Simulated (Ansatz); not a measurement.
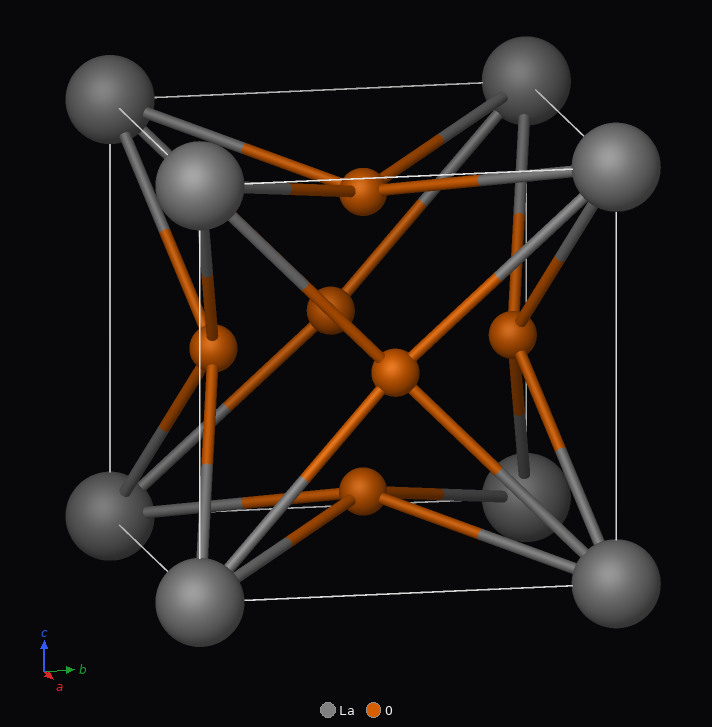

An orthographic ball-and-stick view of the structure, slightly off an axis. Atoms at the boundary of the conventional unit cell (the box) are drawn once for each face, edge or corner they touch. Cell: a = 4.69 Å, b = 4.69 Å, c = 4.69 Å, α = 90.00°, β = 90.00°, γ = 90.00°.

It goes back to a structure type filled with these elements by a generator (whether the compound takes this form wasn't checked). Earlier steps of the study may have refined or changed the cell and positions. Ansatz was used for an electronic-structure calculation on it.

Explain the picture.

Answer. This is LaO6. Space group Pm-3m (No. 221), lattice primitive cubic. The cell has 7 atoms, namely 1 La, 6 O. La is surrounded by 24 O at about 3.4 Å. O is coordinated by four La and one O in a distorted square pyramidal arrangement (about 3.4 Å to La, 1.3 Å to O). The bonds build a three-dimensional framework.

Method: DFT PBE, scalar-relativistic, plane waves, PAW in Ansatz 0.2.0; wavefunction cutoff 420 eV, an 8×8×8 mesh of k-points, Gaussian smearing of 0.1 eV, no spin polarisation.

Is the electronic structure metallic or gapped?

Answer. A metal: bands cross the Fermi level.

Give the Bader charge of each element.

Answer. La +2.07 e; O -0.34 e.

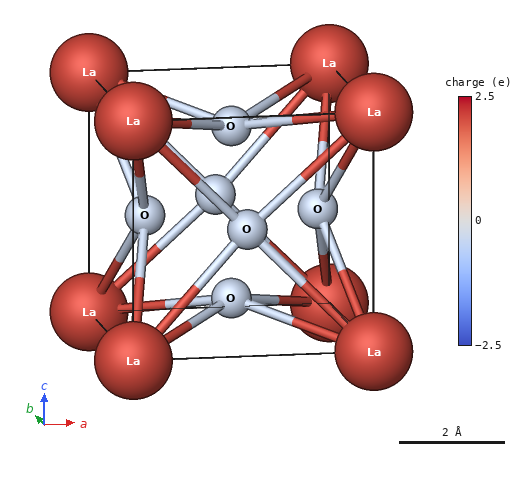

The atoms coloured by those charges. The run's cell of 7 atoms is drawn.

Is the structure relaxed at this level of theory?

Answer. Yes. The largest force is 0.01 eV/Å. The pressure is 0.0 GPa, close to zero.
